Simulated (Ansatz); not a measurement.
# Geometry relaxation of Zn

Zn (1 atom in the cell), computed with DFT, PBE, all-electron LAPW, Dirac equation with spin-orbit coupling (Ansatz 0.2.0).

It belongs to a series of runs on one base structure; here: bcc relaxed, LAPW.

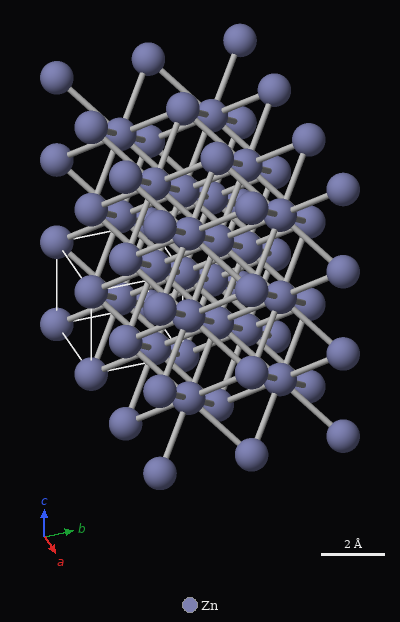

Figure 1. The structure as given in the input (ball-and-stick view of the cell 2 times as large as that of the calculation, set on its symmetry axes, repeated 3 × 2 × 3, seen at an oblique angle).

Summary:

| quantity | value |
| --- | --- |
| outcome | converged |
| space group (tolerance 0.01 Å) | Im-3m (229) |
| electrons in bands (core shells apart) | 20 |
| free energy | −48874.7254 eV |
| Fermi energy | 13.792 eV |
| net moment of the cell | 0.00 μB |
| integrated absolute moment | 0.00 μB |
| pressure | 0.01 GPa |
| final volume | 15.36 Å³ |
| largest force (length of the vector) at the end | under 0.001 eV/Å |
| final cell | a = 2.712 Å, b = 2.712 Å, c = 2.712 Å, α = 109.47°, β = 109.47°, γ = 109.47° |
| hardware | 2 threads of Arm Neoverse V2, 24 GiB of memory available, shared host |
| wall time | 91 s (CPU time 3 min) |
| peak memory | 0.62 GiB |

The input:
```yaml
crystal:
  lattice:
    - [-1.5658097131, 1.5658097131, 1.5658097131]
    - [1.5658097131, -1.5658097131, 1.5658097131]
    - [1.5658097131, 1.5658097131, -1.5658097131]
  atoms:
    - { symbol: Zn, position: [0.0, 0.0, 0.0] }
kpoints:
  mp_grid: { grid: [18, 18, 18] }
scf:
  occupations: { method: fermi_dirac, width: 0.05 }
hamiltonian:
  xc: pbe
  pseudopotentials: { kind: all_electron, lapw: { basis_error: 0.0005 } }
output:
  forces: true
  stress: true
  eigenvalues: true
  populations: true
relax:
  f_tol: 0.005
  max_steps: 25
  cell: {}
magnetization:
  noncollinear: true
  spin_orbit: true
```

Run as:
```bash
ansatz run input.yaml --threads 2 --pin off --max-ram 5120MiB --backend cpu --events-out ev --progress --plain --runs-dir out
```

Output:
```
The last accepted step is kept in [file] (removed where the run ends without a failure and the disk answers)
Zn: projections on atomic orbitals take those of the free atom 1s2 2s2 2p6 3s2 3p6 3d10 4s2, of charge +0.00 (hamiltonian.pseudopotentials.projection_atoms)
LAPW: plane waves up to 8.800 Å⁻¹, error target 5.0e-4 eV per atom; Dirac's equation on spinors; Zn in spheres of 1.315 Å, 20 of its electrons in bands (how accurate: hamiltonian.pseudopotentials.lapw.basis_error, Limitations)
Engine: ansatz 0.2.0, aarch64-unknown-linux-gnu
Pseudopotentials: kind: all_electron
Pseudopotential: Zn, LAPW, valence charge 20, lapw/all_electron/dirac/gaussian/Zn, Dirac's equation, gaussian nucleus
Functional definition: PBE
  parameter kappa = 0.804
  parameter beta = 0.06672455060314922
  exchange = pbe_x(kappa = kappa, mu = beta*pi^2/3)
  correlation = pbe_c(beta = beta)
non-collinear run that drives no moment, with spin-orbit: no starting moment large enough to seed its density (crystal.atoms[].spin), no starting occupations that ask for one, no magnetisation constraint and no magnetic field, so the semilocal B_xc is pinned to zero
Crystal: 1 atoms, lattice volume = 15.356 Å³
Basis set: ecut = 295.0414439816524 eV, 177 PW (Γ), exchange–correlation at level 2
Bands: 28, of which v1, the nominal top of the filled ones, is band 20 counted from 1 (19 counted from 0)
Symmetry: 48 space group operations + 48 with time reversal
Magnetic group: BNS 229.141 (UNI 1643), of the structure as read, at distance tolerance 2.5e-5 Å
k-points: 195 of 5832
Non-local potential: Zn, projectors of the file, none
Initial density: superposition of atomic densities (chi_scale 0.1, normalization cell)
Initial wavefunctions: plane waves of lowest kinetic energy (no species holds an atomic orbital)
Functional: x = pbe(κ = 0.804, μ = 0.2195149727645171), c = pbe(β = 0.06672455060314922)
iter 1 solved again at ethr=1.93e-4 eV; its pass at ethr=1.00e-1 eV (dr2=3.87e-2 eV) is discarded
SCF iter   1: F=—  HF=-48874.825202 eV  |F-HF|=—  |Δ(HF+E_count)|=         —  Δρ=1.95e-2  dr2=3.88e-2  dr2_m=0.00e0 (ungated)  ethr=1.93e-4  |M|=0.00e0 ∫|m|=0.00e0 μB  β_m=0.30  ⟨swp⟩=3.1  Hψ=36710  notcnv=0
preconditioner: auto → Kerker (q_TF=auto, 2.851 Å⁻¹)  [metal: Δε(μ)=0.067 eV  Ē_g=16.523 eV  σ=0.050 eV  W_gap=0.31  n_scr=12 (ndim 8)  ℏωp=32.8 eV  f_vac=0.000  D(μ)=0.30/eV (n_scr^D=0)]
spin=Noncollinear: Kerker preconditioning applied to the charge; magnetization (m_x, m_y, m_z) channels mix plain (no charge-response kernel on spin).
SCF iter   2: F=—  HF=-48874.736389 eV  |F-HF|=—  |Δ(HF+E_count)|=   8.88e-2  Δρ=1.18e-2  dr2=1.59e-2  dr2_m=0.00e0 (ungated)  ethr=1.93e-4  |M|=0.00e0 ∫|m|=0.00e0 μB  β_m=0.32  ⟨swp⟩=2.0  Hψ=16082  notcnv=0
SCF iter   3: F=—  HF=-48874.729414 eV  |F-HF|=—  |Δ(HF+E_count)|=   6.97e-3  Δρ=9.58e-3  dr2=1.11e-2  dr2_m=0.00e0 (ungated)  ethr=7.95e-5  |M|=0.00e0 ∫|m|=0.00e0 μB  β_m=0.58  ⟨swp⟩=2.0  Hψ=14632  notcnv=0
SCF iter   4: F=—  HF=-48874.724862 eV  |F-HF|=—  |Δ(HF+E_count)|=   4.55e-3  Δρ=3.24e-3  dr2=1.70e-3  dr2_m=0.00e0 (ungated)  ethr=5.55e-5  |M|=0.00e0 ∫|m|=0.00e0 μB  β_m=0.79  ⟨swp⟩=2.0  Hψ=14718  notcnv=0
iter 5 solved again at ethr=2.53e-7 eV; its pass at ethr=8.48e-6 eV (dr2=5.07e-5 eV) is discarded
SCF iter   5: F=—  HF=-48874.725367 eV  |F-HF|=—  |Δ(HF+E_count)|=   5.05e-4  Δρ=5.93e-4  dr2=5.06e-5  dr2_m=0.00e0 (ungated)  ethr=2.53e-7  |M|=0.00e0 ∫|m|=0.00e0 μB  β_m=0.89  ⟨swp⟩=2.0  Hψ=25196  notcnv=0
SCF iter   6: F=—  HF=-48874.725377 eV  |F-HF|=—  |Δ(HF+E_count)|=   9.96e-6  Δρ=1.31e-4  dr2=1.30e-6  dr2_m=0.00e0 (ungated)  ethr=2.53e-7  |M|=0.00e0 ∫|m|=0.00e0 μB  β_m=0.95  ⟨swp⟩=2.0  Hψ=14636  notcnv=0
SCF iter   7: F=—  HF=-48874.725377 eV  |F-HF|=—  |Δ(HF+E_count)|=   1.95e-7  Δρ=2.08e-5  dr2=3.17e-8  dr2_m=0.00e0 (ungated)  ethr=6.52e-9  |M|=0.00e0 ∫|m|=0.00e0 μB  β_m=0.97  ⟨swp⟩=2.1  Hψ=14668  notcnv=0
SCF iter   8: F=-48874.725377 eV  HF=-48874.725377 eV  |F-HF|=7.28e-11  |Δ(HF+E_count)|=   2.90e-9  Δρ=1.65e-6  dr2=1.80e-10  dr2_m=0.00e0 (ungated)  ethr=1.58e-10  |M|=0.00e0 ∫|m|=0.00e0 μB  ⟨swp⟩=2.9  Hψ=15038  notcnv=0
SCF 1 converged in 8 iterations: F = -48874.725377 eV  dr2 = 1.80e-10
relax step   1: F+E_penalty+E_count = -48874.72537679 eV  Δ(F+E_penalty+E_count) = +0.000e0 eV  max|allowed force component| = 0.000e0 eV/Å  Δτ_max = 0.0000 Å  P = +0.012 GPa  Ω = 15.356 Å³  (8 SCF iters, accepted)
Initial density: handed on by an earlier stage of this run
Initial wavefunctions: those handed on with the density
iter 1 solved again at ethr=1.00e-12 eV; its pass at ethr=1.00e-1 eV (dr2=1.19e-10 eV) is discarded
SCF iter   1: F=—  HF=-48874.725377 eV  |F-HF|=—  |Δ(HF+E_count)|=         —  Δρ=1.35e-6  dr2=1.21e-10  dr2_m=0.00e0 (ungated)  ethr=2.85e-12 (applied; sched 1.00e-12)  |M|=0.00e0 ∫|m|=0.00e0 μB  β_m=0.30  ⟨swp⟩=6.6  Hψ=29626  notcnv=2  reapply=1
preconditioner: auto → Kerker (q_TF=auto, 2.851 Å⁻¹)  [metal: Δε(μ)=0.055 eV  Ē_g=17.176 eV  σ=0.050 eV  W_gap=0.26  n_scr=12 (ndim 8)  ℏωp=32.8 eV  f_vac=0.000  D(μ)=0.27/eV (n_scr^D=0)]
spin=Noncollinear: Kerker preconditioning applied to the charge; magnetization (m_x, m_y, m_z) channels mix plain (no charge-response kernel on spin).
SCF iter   2: F=-48874.725377 eV  HF=-48874.725377 eV  |F-HF|=1.31e-10  |Δ(HF+E_count)|=  4.37e-11  Δρ=1.07e-6  dr2=7.45e-11  dr2_m=0.00e0 (ungated)  ethr=2.05e-12 (applied; sched 1.00e-12)  |M|=0.00e0 ∫|m|=0.00e0 μB  ⟨swp⟩=2.0  Hψ=14636  notcnv=0
SCF 2 converged in 2 iterations: F = -48874.725377 eV  dr2 = 7.45e-11
relax step   2: F+E_penalty+E_count = -48874.72537679 eV  Δ(F+E_penalty+E_count) = -1.528e-10 eV  max|allowed force component| = 0.000e0 eV/Å  Δτ_max = 0.0000 Å  P = +0.012 GPa  Ω = 15.356 Å³  stress off target by 1.19e-2 GPa  SCF on the basis re-selected at this cell (its energy is not comparable with the rows above)  (2 SCF iters)
```

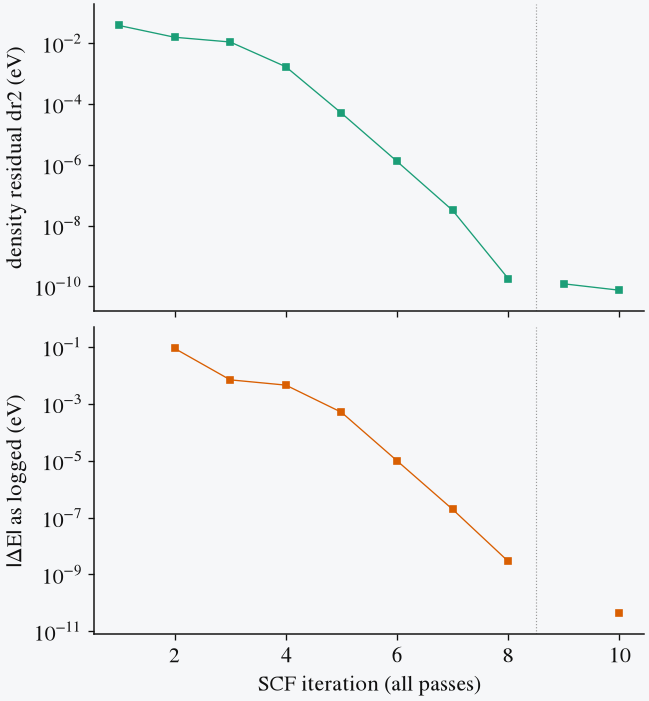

Figure 2. Convergence of the self-consistent field: density residual dr2 and size of the energy change against the SCF iteration. The dotted lines part the SCF passes of the relaxation: geometry steps, rejected trials and re-solves on a re-selected basis. The passes take 8 and 2 iterations.

```
basis re-selected at this cell: Δ(F+E_penalty+E_count) = -1.528e-10 eV, ΔP = -0.000 GPa vs the last step (what re-selecting the basis moved, after the strain that the cell walked since its last selection, with what the two solves' SCF thresholds leave and, on support functions, any second-order correction that the steps lacked; it is no measure of the basis error at this ecutwfc). This SCF's stress stands 1.19e-2 GPa from its target on what of the cell is left free (relax.cell.stress_tol is 5.00e-2 GPa) and its largest allowed force component is 0.00e0 eV/Å (relax.f_tol is 5.00e-3 eV/Å): within both
SCF converged after 2 iterations
Magnetization: |M| = 0.0000 μB,  M = (+0.0000, +0.0000, +0.0000) μB
Absolute magnetization: 0.0000 μB (∫|m|)
  site 0: m = (+0.0000, +0.0000, +0.0000) μB, |m| = 0.0000 μB  (R = 1.32 Å)
Free energy (F): -48874.725377 eV
Harris-Foulkes:  -48874.725377 eV  (|F-HF|=1.31e-10)
Internal energy: -48874.723073 eV  (E = F + TS)
E sigma→0 (E₀):  -48874.724225 eV
Entropy (-TS):   -0.002304 eV (-2.304 meV/atom)
Fermi energy:    13.791819 eV
--- Per-component energies (eV) ---
  E_band       = -545.527520
  E_kinetic    = 49781.193954
  E_xc         = -1950.286999
  E_electrostatic = -96705.630028  (all electrons and nuclei)
  E_smearing   = -0.002304  (= −TS)
  E_closure    = 0.000000  (closes the sum)
  E_atoms      = -48873.701719  (free atoms, spherical and without spin; not in F)
  Σ components = -48874.725377   (vs F -48874.725377, Δ=0.00e0)
  Basis errors (estimates in eV, not in F): energy 1.3e-4 per atom: plane waves 1.3e-4 (6.8e-5 summed), levels above the bands 2.2e-77, relativity 6.0e-9, radial functions 1.6e-6, core shells 7.0e-13; eigenvalues (radial functions only) 2.3e-5; not estimated: angular momenta, meshes, grids; target (lapw.basis_error) 5.0e-4; muffin-tin radii Zn 1.315 Å
--- Forces (eV/Å), atoms counted from 1 ---
  atom   1  Zn    -0.00000000     0.00000000     0.00000000
  max |Σ_I F_I| component: 2.19e-28 eV/Å
--- Stress (GPa, compression-positive) ---
        0.011891      -0.000000      -0.000000
       -0.000000       0.011891      -0.000000
       -0.000000      -0.000000       0.011891
  P = ⅓ Tr σ = 0.0119 GPa (0.119 kbar)
--- Band table (eV; the first three rows and the last of 195) ---
  k-point 0: bands = ["-112.7651", "-112.7651", "-68.9926", "-68.9926", "-65.9238", "-65.9238", "-65.9238", "-65.9238", "3.4108", "3.4108", "5.9380", "5.9380", "5.9380", "5.9380", "6.1975", "6.1975", "6.6109", "6.6109", "6.6109", "6.6109", "32.5086", "32.5086", "33.0063", "33.0063", "33.0063", "33.0063", "34.2339", "34.2339"]
  k-point 1: bands = ["-112.7650", "-112.7650", "-68.9929", "-68.9929", "-65.9243", "-65.9243", "-65.9239", "-65.9239", "3.5087", "3.5087", "5.9358", "5.9358", "5.9485", "5.9485", "6.2038", "6.2038", "6.6022", "6.6022", "6.6127", "6.6127", "31.3012", "31.3012", "32.0321", "32.0321", "32.4299", "32.4299", "33.3900", "33.3900"]
  k-point 2: bands = ["-112.7649", "-112.7649", "-68.9937", "-68.9937", "-65.9258", "-65.9258", "-65.9242", "-65.9242", "3.7982", "3.7982", "5.9274", "5.9274", "5.9730", "5.9730", "6.2318", "6.2318", "6.5798", "6.5798", "6.6184", "6.6184", "28.5843", "28.5843", "30.6818", "30.6818", "31.2840", "31.2840", "32.4395", "32.4395"]
  k-point 194: bands = ["-112.7612", "-112.7612", "-69.0079", "-69.0079", "-65.9421", "-65.9421", "-65.9421", "-65.9421", "5.4764", "5.4764", "5.4764", "5.4764", "6.7649", "6.7649", "6.7649", "6.7649", "6.9695", "6.9695", "17.8120", "17.8120", "18.0455", "18.0455", "18.0455", "18.0455", "21.3122", "21.3122", "22.3267", "22.3267"]
--- Relaxed structure (1 steps of the walk, 1 accepted, 1 SCFs on fresh bases) ---
  F+E_penalty+E_count = -48874.72537679 eV   max|allowed force component| = 0.000e0 eV/Å   (the final SCF, on the basis selected at the relaxed cell)
  cell:  # Å, volume = 15.3560 Å³
    - [-1.5658097131, 1.5658097131, 1.5658097131]
    - [1.5658097131, -1.5658097131, 1.5658097131]
    - [1.5658097131, 1.5658097131, -1.5658097131]
  atoms:
    - { symbol: Zn, position: [0.0, 0.0, 0.0] }
--- Löwdin populations: 1 site ---
  site symbol       q [e]
     0     Zn     29.4744
  spilling = 0.017522 (of n_electrons = 30.000000)
```

File populations.tsv:
```
# site	symbol	l	j	q
# orbitals = lowdin
# n_electrons = 30.000000
# spilling = 0.017522
# projection_atom_Zn: 1s2 2s2 2p6 3s2 3p6 3d10 4s2
0	Zn	0_1S	0.5	1.999999
0	Zn	0_2S	0.5	1.999941
0	Zn	0_3S	0.5	1.998448
0	Zn	0_4S	0.5	1.501912
0	Zn	1_2P	0.5	1.999737
0	Zn	1_2P	1.5	3.999963
0	Zn	1_3P	0.5	1.999475
0	Zn	1_3P	1.5	3.999777
0	Zn	2_3D	1.5	3.991387
0	Zn	2_3D	2.5	5.983714
```

Trajectory as extended XYZ (Å, eV, eV/Å), 2 frames, from step=1 to step=2:
```
1
Lattice="-1.5658 1.5658 1.5658 1.5658 -1.5658 1.5658 1.5658 1.5658 -1.5658" Properties=species:S:1:pos:R:3:forces:R:3 step=1 energy=-48874.72538 pressure_GPa=0.01
Zn    0.0000    0.0000    0.0000    0.0000   0.0000   0.0000
1
Lattice="-1.5658 1.5658 1.5658 1.5658 -1.5658 1.5658 1.5658 1.5658 -1.5658" Properties=species:S:1:pos:R:3:forces:R:3 step=2 energy=-48874.72538 pressure_GPa=0.01
Zn    0.0000    0.0000    0.0000    0.0000   0.0000   0.0000
```
